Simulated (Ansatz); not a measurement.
**Geometry relaxation, with input and output: GaO (part 2 of 2)**

GaO (8 atoms in the cell); DFT PBE, scalar-relativistic, plane waves, PAW, no spin polarisation (Ansatz 0.2.0); cutoff 420 eV, 12×12×2 k-mesh, Gaussian smearing of 0.02 eV. 

Geometry of the input (Å; fractional positions):
```
3.1072  0.0000  0.0000
-1.5536  2.6909  0.0000
0.0000  0.0000  13.4387
Ga 0.3333  0.6667  0.1569
Ga 0.6667  0.3333  0.6569
Ga 0.3333  0.6667  0.3431
Ga 0.6667  0.3333  0.8431
O  0.3333  0.6667  0.6031
O  0.6667  0.3333  0.1031
O  0.3333  0.6667  0.8969
O  0.6667  0.3333  0.3969
```

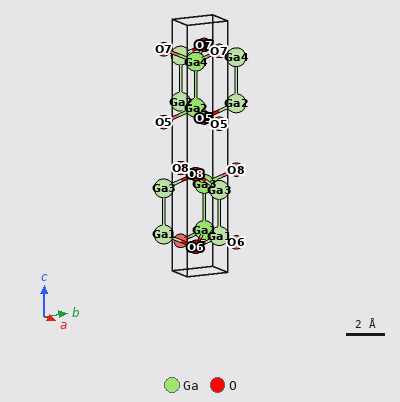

Fig. 1: The geometry at step 3 of the log (ball-and-stick view of the cell of the calculation, seen slightly off an axis; neighbours outside the cell are drawn fainter; atoms are numbered from 1 in the order of the input).

### The program's output, continued
```
relax step   6: F+E_penalty+E_count = -17403.41008652 eV  Δ(F+E_penalty+E_count) = +9.649e-4 eV  max|allowed force component| = 1.181e-3 eV/Å  Δτ_max = 0.0050 Å  P = +0.001 GPa  Ω = 115.244 Å³  energy of the carried Pulay correction = -3.555e-3 eV  (9 SCF iters, accepted)
iter 1 solved again at ethr=7.13e-8 eV; its pass at ethr=3.10e-3 eV (dr2=5.42e-5 eV) is discarded
SCF iter   1: F=—  HF=-17403.412143 eV  |F-HF|=—  |Δ(HF+E_count)|=         —  Δρ=2.64e-4  dr2=3.04e-6  ethr=7.13e-8  ⟨swp⟩=3.6  Hψ=11453  notcnv=0
preconditioner: auto → Resta (q_TF=auto, 2.545 Å⁻¹)  ε∞=4.4  [insulator: Δε(μ)=1.184 eV  Ē_g=16.350 eV  σ=0.020 eV  W_gap=1.00  n_scr=40 (ndim 8)  ℏωp=30.2 eV  f_vac=0.133  D(μ)=0.00/eV (n_scr^D=0)  ε∞_Penn≈4.4]
SCF iter   2: F=—  HF=-17403.413425 eV  |F-HF|=—  |Δ(HF+E_count)|=   1.28e-3  Δρ=1.33e-4  dr2=9.65e-7  ethr=3.99e-9  ⟨swp⟩=2.0  Hψ=3188  notcnv=0
SCF iter   3: F=—  HF=-17403.413859 eV  |F-HF|=—  |Δ(HF+E_count)|=   4.35e-4  Δρ=4.21e-5  dr2=1.28e-7  ethr=1.27e-9  ⟨swp⟩=2.0  Hψ=2760  notcnv=0
SCF iter   4: F=—  HF=-17403.413905 eV  |F-HF|=—  |Δ(HF+E_count)|=   4.55e-5  Δρ=1.90e-6  dr2=2.34e-9  ethr=1.69e-10  ⟨swp⟩=2.0  Hψ=3192  notcnv=0
SCF iter   5: F=—  HF=-17403.413905 eV  |F-HF|=—  |Δ(HF+E_count)|=   2.55e-8  Δρ=7.96e-7  dr2=4.04e-10  ethr=3.08e-12  ⟨swp⟩=2.1  Hψ=3187  notcnv=0
SCF iter   6: F=—  HF=-17403.413905 eV  |F-HF|=—  |Δ(HF+E_count)|=  1.20e-10  Δρ=3.01e-7  dr2=8.72e-11  ethr=1.00e-12  ⟨swp⟩=4.1  Hψ=6236  notcnv=0
SCF iter   7: F=-17403.413905 eV  HF=-17403.413905 eV  |F-HF|=0.00e0  |Δ(HF+E_count)|=  5.31e-10  Δρ=9.13e-8  dr2=8.85e-12  ethr=1.00e-12  ⟨swp⟩=4.0  Hψ=5518  notcnv=0
SCF 7 converged in 7 iterations: F = -17403.413905 eV  dr2 = 8.85e-12
relax step   7: F+E_penalty+E_count = -17403.41390461 eV  Δ(F+E_penalty+E_count) = -3.818e-3 eV  max|allowed force component| = 1.168e-3 eV/Å  Δτ_max = 0.0000 Å  P = +0.025 GPa  Ω = 115.244 Å³  stress off target by 7.62e-2 GPa  SCF on the basis re-selected at this cell (its energy is not comparable with the rows above)  (7 SCF iters)
basis re-selected at this cell: Δ(F+E_penalty+E_count) = -3.818e-3 eV, ΔP = +0.024 GPa vs the last step (what re-selecting the basis moved, of the pressure what is left beyond the Pulay correction that the steps carried, after the strain that the cell walked since its last selection, with what the two solves' SCF thresholds leave and, on support functions, any second-order correction that the steps lacked; it is no measure of the basis error at this ecutwfc). This SCF's stress stands 7.62e-2 GPa from its target on what of the cell is left free (relax.cell.stress_tol is 5.00e-2 GPa) and its largest allowed force component is 1.17e-3 eV/Å (relax.f_tol is 5.00e-3 eV/Å): not within both, so this SCF does not close the relaxation
Crystal: 8 atoms, lattice volume = 115.693 Å³
iter 1 solved again at ethr=1.26e-6 eV; its pass at ethr=3.10e-3 eV (dr2=9.56e-4 eV) is discarded
SCF iter   1: F=—  HF=-17403.412714 eV  |F-HF|=—  |Δ(HF+E_count)|=         —  Δρ=1.56e-3  dr2=9.73e-4  ethr=1.26e-6  ⟨swp⟩=2.4  Hψ=7740  notcnv=0
preconditioner: auto → Resta (q_TF=auto, 2.544 Å⁻¹)  ε∞=4.4  [insulator: Δε(μ)=1.202 eV  Ē_g=16.342 eV  σ=0.020 eV  W_gap=1.00  n_scr=40 (ndim 8)  ℏωp=30.1 eV  f_vac=0.137  D(μ)=0.00/eV (n_scr^D=0)  ε∞_Penn≈4.4]
SCF iter   2: F=—  HF=-17403.412548 eV  |F-HF|=—  |Δ(HF+E_count)|=   1.67e-4  Δρ=7.33e-4  dr2=2.10e-4  ethr=1.26e-6  ⟨swp⟩=2.3  Hψ=2602  notcnv=0
SCF iter   3: F=—  HF=-17403.412543 eV  |F-HF|=—  |Δ(HF+E_count)|=   4.75e-6  Δρ=2.67e-4  dr2=6.17e-5  ethr=2.76e-7  ⟨swp⟩=2.5  Hψ=3094  notcnv=0
SCF iter   4: F=—  HF=-17403.412574 eV  |F-HF|=—  |Δ(HF+E_count)|=   3.15e-5  Δρ=5.58e-5  dr2=6.80e-6  ethr=8.12e-8  ⟨swp⟩=3.0  Hψ=3026  notcnv=0
SCF iter   5: F=—  HF=-17403.412574 eV  |F-HF|=—  |Δ(HF+E_count)|=   1.58e-7  Δρ=2.41e-5  dr2=6.15e-7  ethr=8.95e-9  ⟨swp⟩=2.0  Hψ=3040  notcnv=0
SCF iter   6: F=—  HF=-17403.412574 eV  |F-HF|=—  |Δ(HF+E_count)|=   1.59e-7  Δρ=1.05e-5  dr2=1.17e-7  ethr=8.09e-10  ⟨swp⟩=2.0  Hψ=3157  notcnv=0
SCF iter   7: F=-17403.412574 eV  HF=-17403.412574 eV  |F-HF|=1.55e-8  |Δ(HF+E_count)|=   1.94e-7  Δρ=2.08e-6  dr2=7.93e-9  ethr=1.91e-11  ⟨swp⟩=3.0  Hψ=7011  notcnv=0
SCF 8 converged in 7 iterations: F = -17403.412574 eV  dr2 = 7.93e-9
relax step   8: F+E_penalty+E_count = -17403.41257419 eV  Δ(F+E_penalty+E_count) = +1.330e-3 eV  max|allowed force component| = 2.925e-4 eV/Å  Δτ_max = 0.0074 Å  P = +0.006 GPa  Ω = 115.693 Å³  energy of the carried Pulay correction = -1.461e-3 eV  (7 SCF iters, dr2 threshold 1.45e-8 eV, accepted)
iter 1 solved again at ethr=6.16e-8 eV; its pass at ethr=3.10e-3 eV (dr2=4.68e-5 eV) is discarded
SCF iter   1: F=—  HF=-17403.413221 eV  |F-HF|=—  |Δ(HF+E_count)|=         —  Δρ=1.74e-4  dr2=9.63e-7  ethr=6.16e-8  ⟨swp⟩=3.7  Hψ=11463  notcnv=0
preconditioner: auto → Resta (q_TF=auto, 2.544 Å⁻¹)  ε∞=4.4  [insulator: Δε(μ)=1.196 eV  Ē_g=16.348 eV  σ=0.020 eV  W_gap=1.00  n_scr=40 (ndim 8)  ℏωp=30.1 eV  f_vac=0.136  D(μ)=0.00/eV (n_scr^D=0)  ε∞_Penn≈4.4]
SCF iter   2: F=—  HF=-17403.413882 eV  |F-HF|=—  |Δ(HF+E_count)|=   6.61e-4  Δρ=8.80e-5  dr2=2.76e-7  ethr=1.27e-9  ⟨swp⟩=2.0  Hψ=3192  notcnv=0
SCF iter   3: F=—  HF=-17403.414112 eV  |F-HF|=—  |Δ(HF+E_count)|=   2.30e-4  Δρ=1.73e-5  dr2=6.73e-8  ethr=3.63e-10  ⟨swp⟩=2.4  Hψ=3191  notcnv=0
SCF iter   4: F=—  HF=-17403.414119 eV  |F-HF|=—  |Δ(HF+E_count)|=   7.07e-6  Δρ=9.32e-7  dr2=8.22e-10  ethr=8.86e-11  ⟨swp⟩=2.2  Hψ=3133  notcnv=0
SCF iter   5: F=—  HF=-17403.414119 eV  |F-HF|=—  |Δ(HF+E_count)|=   6.33e-9  Δρ=4.03e-7  dr2=1.46e-10  ethr=1.00e-12  ⟨swp⟩=5.2  Hψ=6644  notcnv=0
SCF iter   6: F=-17403.414119 eV  HF=-17403.414119 eV  |F-HF|=8.73e-11  |Δ(HF+E_count)|=    0.00e0  Δρ=1.31e-7  dr2=2.32e-11  ethr=1.00e-12  ⟨swp⟩=4.0  Hψ=6115  notcnv=0
SCF 9 converged in 6 iterations: F = -17403.414119 eV  dr2 = 2.32e-11
relax step   9: F+E_penalty+E_count = -17403.41411887 eV  Δ(F+E_penalty+E_count) = -1.545e-3 eV  max|allowed force component| = 3.492e-4 eV/Å  Δτ_max = 0.0000 Å  P = +0.011 GPa  Ω = 115.693 Å³  stress off target by 3.62e-2 GPa  SCF on the basis re-selected at this cell (its energy is not comparable with the rows above)  (6 SCF iters)
basis re-selected at this cell: Δ(F+E_penalty+E_count) = -1.545e-3 eV, ΔP = +0.005 GPa vs the last step (what re-selecting the basis moved, of the pressure what is left beyond the Pulay correction that the steps carried, after the strain that the cell walked since its last selection, with what the two solves' SCF thresholds leave and, on support functions, any second-order correction that the steps lacked; it is no measure of the basis error at this ecutwfc). This SCF's stress stands 3.62e-2 GPa from its target on what of the cell is left free (relax.cell.stress_tol is 5.00e-2 GPa) and its largest allowed force component is 3.49e-4 eV/Å (relax.f_tol is 5.00e-3 eV/Å): within both
SCF converged after 6 iterations
Free energy (F): -17403.414119 eV
Harris-Foulkes:  -17403.414119 eV  (|F-HF|=8.73e-11)
Internal energy: -17403.414119 eV  (E = F + TS)
E sigma→0 (E₀):  -17403.414119 eV
Fermi energy:    6.715498 eV
--- Per-component energies (eV) ---
  E_band       = -314.108217
  E_kinetic    = 1159.201355
  E_local      = -10134.535743  (includes V_loc(G=0)·N_el)
  E_nonlocal   = 1905.534470
  E_hartree    = 4586.014797
  E_xc         = -566.616293
  E_vxc        = -602.758754  (∫ρ·V_xc dr)
  E_paw        = -8602.778574  (= ΣΔE_a)
  E_vpaw       = -1813.588843  (= ΣTr[D̂ρ^β])
  E_aug_tail   = 0.009447  (compensation charges beyond the density's cutoff)
  E_ewald      = -5750.243578
  E_smearing   = -0.000000  (= −TS)
  E_closure    = 0.000000  (closes the sum)
  Σ components = -17403.414119   (vs F -17403.414119, Δ=0.00e0)
--- Forces (eV/Å), atoms counted from 1 ---
  atom   1  Ga     0.00000000     0.00000000    -0.00034922
  atom   2  Ga     0.00000000    -0.00000000    -0.00034922
  atom   3  Ga    -0.00000000     0.00000000     0.00034922
  atom   4  Ga    -0.00000000    -0.00000000     0.00034922
  atom   5  O      0.00000000    -0.00000000     0.00032004
  atom   6  O      0.00000000     0.00000000     0.00032004
  atom   7  O      0.00000000    -0.00000000    -0.00032004
  atom   8  O      0.00000000     0.00000000    -0.00032004
  max |Σ_I F_I| component: 2.78e-17 eV/Å
--- Stress (GPa, compression-positive) ---
       -0.001972       0.000000      -0.000000
        0.000000      -0.001972       0.000000
       -0.000000       0.000000       0.036221
  P = ⅓ Tr σ = 0.0108 GPa (0.108 kbar)
--- Band table (eV; the first three rows and the last of 38) ---
  k-point 0: bands = ["-12.5875", "-12.5213", "-12.5116", "-12.4437", "-7.6184", "-7.6184", "-7.6180", "-7.6180", "-7.5814", "-7.5814", "-7.5811", "-7.5811", "-7.5062", "-7.4877", "-7.3560", "-7.3560", "-7.3558", "-7.3558", "-7.2244", "-7.2244", "-7.2241", "-7.2241", "-7.1395", "-7.1133", "-0.5478", "-0.3962", "2.4909", "3.0203", "4.0436", "4.0436", "4.0771", "4.0771", "4.0818", "4.0818", "4.1155", "4.1155", "5.0319", "5.9615", "7.3133", "8.1256", "10.5140", "10.8617", "14.7138", "15.7349", "16.4302", "16.4302"]
  k-point 1: bands = ["-12.5670", "-12.5670", "-12.4651", "-12.4651", "-7.6183", "-7.6183", "-7.6183", "-7.6183", "-7.5812", "-7.5812", "-7.5812", "-7.5812", "-7.4973", "-7.4973", "-7.3559", "-7.3559", "-7.3559", "-7.3559", "-7.2243", "-7.2243", "-7.2243", "-7.2243", "-7.1261", "-7.1261", "-0.4752", "-0.4752", "2.7335", "2.7335", "4.0536", "4.0536", "4.0536", "4.0536", "4.1048", "4.1048", "4.1048", "4.1048", "5.4643", "5.4643", "7.7650", "7.7650", "10.6974", "10.6974", "15.0766", "15.0766", "16.4589", "16.4589"]
  k-point 2: bands = ["-12.5479", "-12.4848", "-12.4740", "-12.4094", "-7.6160", "-7.6160", "-7.6046", "-7.6042", "-7.5675", "-7.5673", "-7.5670", "-7.5666", "-7.4883", "-7.4704", "-7.3616", "-7.3615", "-7.3565", "-7.3564", "-7.2370", "-7.2354", "-7.2258", "-7.2255", "-7.1159", "-7.0919", "-0.4543", "-0.3159", "2.5218", "2.9109", "3.6314", "3.6869", "3.7339", "3.8594", "3.9634", "4.0015", "4.0079", "4.0461", "5.2726", "6.0208", "7.7587", "8.4638", "10.7703", "11.1684", "14.7161", "15.4905", "15.5439", "15.7770"]
  k-point 37: bands = ["-11.9275", "-11.9275", "-11.9075", "-11.9075", "-7.5474", "-7.5474", "-7.4893", "-7.4893", "-7.4330", "-7.4330", "-7.4001", "-7.4001", "-7.3616", "-7.3616", "-7.3213", "-7.3213", "-7.2841", "-7.2841", "-7.1262", "-7.1262", "-6.7218", "-6.7218", "-6.6368", "-6.6368", "-0.2771", "-0.2771", "0.2982", "0.2982", "1.0887", "1.0887", "1.4760", "1.4760", "3.5461", "3.5461", "3.9760", "3.9760", "6.0629", "6.0629", "9.8228", "9.8228", "11.7700", "11.7700", "12.6295", "12.6295", "14.0050", "14.0050"]
--- Relaxed structure (6 steps of the walk, 6 accepted, 3 SCFs on fresh bases) ---
  F+E_penalty+E_count = -17403.41411887 eV   max|allowed force component| = 3.492e-4 eV/Å   (the final SCF, on the basis selected at the relaxed cell)
  cell:  # Å, volume = 115.6928 Å³
    - [3.1050994085493384, -2.0668850942965047e-35, 0.0]
    - [-1.5525497042746692, 2.6890949690797625, 0.0]
    - [0.0, 0.0, 13.855574223318674]
  atoms:
    - { symbol: Ga, position: [0.3333333333333333, 0.6666666666666666, 0.1595966271805342] }
    - { symbol: Ga, position: [0.6666666666666665, 0.3333333333333333, 0.6595966271805344] }
    - { symbol: Ga, position: [0.3333333333333333, 0.6666666666666666, 0.3404033728194658] }
    - { symbol: Ga, position: [0.6666666666666665, 0.3333333333333333, 0.8404033728194659] }
    - { symbol: O, position: [0.3333333333333333, 0.6666666666666666, 0.6071013801092233] }
    - { symbol: O, position: [0.6666666666666665, 0.3333333333333333, 0.10710138010922328] }
    - { symbol: O, position: [0.3333333333333333, 0.6666666666666666, 0.8928986198907768] }
    - { symbol: O, position: [0.6666666666666665, 0.3333333333333333, 0.39289861989077673] }
```

### Trajectory as extended XYZ (Å, eV, eV/Å), 9 frames, from step=1 to step=9
```
8
Lattice="3.1072 0.0000 0.0000 -1.5536 2.6909 0.0000 0.0000 0.0000 13.4387" Properties=species:S:1:pos:R:3:forces:R:3 step=1 energy=-17403.40952 pressure_GPa=0.29
Ga    0.0000    1.7939    2.1084    0.0000   0.0000   0.0019
Ga    1.5536    0.8970    8.8277    0.0000   0.0000   0.0019
Ga    0.0000    1.7939    4.6109    0.0000   0.0000  -0.0019
Ga    1.5536    0.8970   11.3303    0.0000   0.0000  -0.0019
O     0.0000    1.7939    8.1044    0.0000   0.0000  -0.0010
O     1.5536    0.8970    1.3850    0.0000   0.0000  -0.0010
O     0.0000    1.7939   12.0536    0.0000   0.0000   0.0010
O     1.5536    0.8970    5.3343    0.0000   0.0000   0.0010
8
Lattice="3.1089 0.0000 0.0000 -1.5544 2.6924 0.0000 0.0000 0.0000 13.6027" Properties=species:S:1:pos:R:3:forces:R:3 step=2 energy=-17403.40683 pressure_GPa=0.03
Ga    0.0000    1.7949    2.1493    0.0000   0.0000   0.0127
Ga    1.5544    0.8975    8.9507    0.0000   0.0000   0.0127
Ga    0.0000    1.7949    4.6520    0.0000   0.0000  -0.0127
Ga    1.5544    0.8975   11.4534    0.0000   0.0000  -0.0127
O     0.0000    1.7949    8.2287    0.0000   0.0000  -0.0228
O     1.5544    0.8975    1.4274    0.0000   0.0000  -0.0228
O     0.0000    1.7949   12.1753    0.0000   0.0000   0.0228
O     1.5544    0.8975    5.3740    0.0000   0.0000   0.0228
8
Lattice="3.1068 0.0000 0.0000 -1.5534 2.6905 0.0000 0.0000 0.0000 13.6590" Properties=species:S:1:pos:R:3:forces:R:3 step=3 energy=-17403.40613 pressure_GPa=-0.02
Ga    0.0000    1.7937    2.1625    0.0000   0.0000   0.0042
Ga    1.5534    0.8968    8.9920    0.0000   0.0000   0.0042
Ga    0.0000    1.7937    4.6670    0.0000   0.0000  -0.0042
Ga    1.5534    0.8968   11.4965    0.0000   0.0000  -0.0042
O     0.0000    1.7937    8.2669    0.0000   0.0000  -0.0028
O     1.5534    0.8968    1.4374    0.0000   0.0000  -0.0028
O     0.0000    1.7937   12.2216    0.0000   0.0000   0.0028
O     1.5534    0.8968    5.3921    0.0000   0.0000   0.0028
8
Lattice="3.1068 0.0000 0.0000 -1.5534 2.6905 0.0000 0.0000 0.0000 13.6590" Properties=species:S:1:pos:R:3:forces:R:3 step=4 energy=-17403.41297 pressure_GPa=0.08
Ga    0.0000    1.7937    2.1625    0.0000   0.0000   0.0041
Ga    1.5534    0.8968    8.9920    0.0000   0.0000   0.0041
Ga    0.0000    1.7937    4.6670    0.0000   0.0000  -0.0041
Ga    1.5534    0.8968   11.4965    0.0000   0.0000  -0.0041
O     0.0000    1.7937    8.2669    0.0000   0.0000  -0.0027
O     1.5534    0.8968    1.4374    0.0000   0.0000  -0.0027
O     0.0000    1.7937   12.2216    0.0000   0.0000   0.0027
O     1.5534    0.8968    5.3921    0.0000   0.0000   0.0027
8
Lattice="3.1056 0.0000 0.0000 -1.5528 2.6895 0.0000 0.0000 0.0000 13.7613" Properties=species:S:1:pos:R:3:forces:R:3 step=5 energy=-17403.41105 pressure_GPa=0.03
Ga    0.0000    1.7930    2.1881    0.0000   0.0000  -0.0039
Ga    1.5528    0.8965    9.0687    0.0000   0.0000  -0.0039
Ga    0.0000    1.7930    4.6926    0.0000   0.0000   0.0039
Ga    1.5528    0.8965   11.5733    0.0000   0.0000   0.0039
O     0.0000    1.7930    8.3419    0.0000   0.0000   0.0029
O     1.5528    0.8965    1.4612    0.0000   0.0000   0.0029
O     0.0000    1.7930   12.3001    0.0000   0.0000  -0.0029
O     1.5528    0.8965    5.4195    0.0000   0.0000  -0.0029
8
Lattice="3.1055 0.0000 0.0000 -1.5528 2.6895 0.0000 0.0000 0.0000 13.7980" Properties=species:S:1:pos:R:3:forces:R:3 step=6 energy=-17403.41009 pressure_GPa=0.00
Ga    0.0000    1.7930    2.1971    0.0000   0.0000  -0.0012
Ga    1.5528    0.8965    9.0961    0.0000   0.0000  -0.0012
Ga    0.0000    1.7930    4.7019    0.0000   0.0000   0.0012
Ga    1.5528    0.8965   11.6009    0.0000   0.0000   0.0012
O     0.0000    1.7930    8.3692    0.0000   0.0000   0.0006
O     1.5528    0.8965    1.4702    0.0000   0.0000   0.0006
O     0.0000    1.7930   12.3278    0.0000   0.0000  -0.0006
O     1.5528    0.8965    5.4288    0.0000   0.0000  -0.0006
8
Lattice="3.1055 0.0000 0.0000 -1.5528 2.6895 0.0000 0.0000 0.0000 13.7980" Properties=species:S:1:pos:R:3:forces:R:3 step=7 energy=-17403.41391 pressure_GPa=0.02
Ga    0.0000    1.7930    2.1971    0.0000   0.0000  -0.0012
Ga    1.5528    0.8965    9.0961    0.0000   0.0000  -0.0012
Ga    0.0000    1.7930    4.7019    0.0000   0.0000   0.0012
Ga    1.5528    0.8965   11.6009    0.0000   0.0000   0.0012
O     0.0000    1.7930    8.3692    0.0000   0.0000   0.0006
O     1.5528    0.8965    1.4702    0.0000   0.0000   0.0006
O     0.0000    1.7930   12.3278    0.0000   0.0000  -0.0006
O     1.5528    0.8965    5.4288    0.0000   0.0000  -0.0006
8
Lattice="3.1051 0.0000 0.0000 -1.5526 2.6891 0.0000 0.0000 0.0000 13.8556" Properties=species:S:1:pos:R:3:forces:R:3 step=8 energy=-17403.41257 pressure_GPa=0.01
Ga    0.0000    1.7927    2.2113    0.0000   0.0000  -0.0003
Ga    1.5526    0.8964    9.1391    0.0000   0.0000  -0.0003
Ga    0.0000    1.7927    4.7165    0.0000   0.0000   0.0003
Ga    1.5526    0.8964   11.6443    0.0000   0.0000   0.0003
O     0.0000    1.7927    8.4117    0.0000   0.0000   0.0003
O     1.5526    0.8964    1.4840    0.0000   0.0000   0.0003
O     0.0000    1.7927   12.3716    0.0000   0.0000  -0.0003
O     1.5526    0.8964    5.4438    0.0000   0.0000  -0.0003
8
Lattice="3.1051 0.0000 0.0000 -1.5526 2.6891 0.0000 0.0000 0.0000 13.8556" Properties=species:S:1:pos:R:3:forces:R:3 step=9 energy=-17403.41412 pressure_GPa=0.01
Ga    0.0000    1.7927    2.2113    0.0000   0.0000  -0.0003
Ga    1.5526    0.8964    9.1391    0.0000   0.0000  -0.0003
Ga    0.0000    1.7927    4.7165    0.0000   0.0000   0.0003
Ga    1.5526    0.8964   11.6443    0.0000   0.0000   0.0003
O     0.0000    1.7927    8.4117    0.0000   0.0000   0.0003
O     1.5526    0.8964    1.4840    0.0000   0.0000   0.0003
O     0.0000    1.7927   12.3716    0.0000   0.0000  -0.0003
O     1.5526    0.8964    5.4438    0.0000   0.0000  -0.0003
```

### Results in brief

- outcome: converged
- space group (tolerance 0.01 Å): P6₃/mmc (194)
- electrons treated: 76
- free energy: −17403.4141 eV
- Fermi energy: 6.715 eV
- gap on the k-point mesh: 1.20 eV
- pressure: 0.01 GPa
- final volume: 115.69 Å³
- largest force (length of the vector) at the end: under 0.001 eV/Å
- final cell: a = 3.105 Å, b = 3.105 Å, c = 13.856 Å, α = 90.00°, β = 90.00°, γ = 120.00°
- hardware: 4 threads of Intel Xeon @ 2.70GHz, 189 GiB of memory available, shared host
- wall time: 36 s (CPU time 2.2 min)
- peak memory: 0.59 GiB
